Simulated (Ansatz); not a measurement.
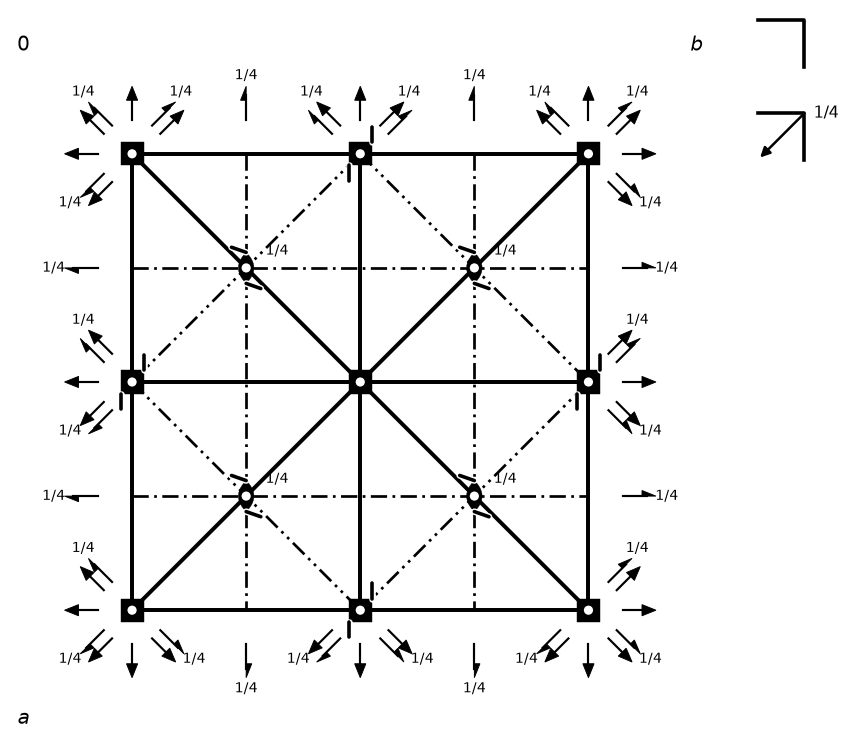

Symmetry elements of a space group, projected down c, computed from the operations of a computed or model structure of composition TiAl3.

Symbols follow the International Tables: origin at the upper left, the third axis towards the viewer; heavy, dashed, dotted, dash-dotted and dash-dot-dot lines are mirror, in-plane glide, out-of-plane glide, diagonal (n; with arrows d) and double (e) glide planes seen edge on; arrows at the rim are 2 (full head) and 2₁ (half head) axes in the plane; the corner sign is a plane parallel to the page; fractions are heights. Handed screw axes carry their printed symbol instead of tails.

**Give the Hermann–Mauguin symbol and number.**

I4/mmm, No. 139; body-centred tetragonal, point group 4/mmm, 32 general positions a cell.

**List the elements shown.**

4₂ axes along c at (0, 1/2), (1/2, 0); 4 axes along c at (0, 0), (1/2, 1/2); 2₁ axes along c at (1/4, 1/4), (1/4, 3/4), (3/4, 1/4), (3/4, 3/4); inversion centres at (0, 0), (0, 1/2), (1/4, 1/4; c height 1/4), (1/4, 3/4; c height 1/4), (1/2, 0), (1/2, 1/2), (3/4, 1/4; c height 1/4), (3/4, 3/4; c height 1/4); mirror planes holding c and [1 1 0] or [−1 1 0]; e glide planes holding c and [1 1 0] or [−1 1 0]; mirror planes normal to a, at x = 0, 1/2; n glide planes normal to a, at x = 1/4, 3/4; mirror planes normal to b, at y = 0, 1/2; n glide planes normal to b, at y = 1/4, 3/4; a mirror plane normal to c at height 0; an n glide plane normal to c at height 1/4; 2 axes along [1 1 0] at heights 0, 1/4; 2 axes along [−1 1 0] at heights 0, 1/4; 2 axes along a at height 0; 2 axes along b at height 0; 2₁ axes along [1 1 0] at heights 0, 1/4; 2₁ axes along [−1 1 0] at heights 0, 1/4; 2₁ axes along a at height 1/4; 2₁ axes along b at height 1/4. Heights repeat every half period; positions are (a, b) fractions, modulo 1.
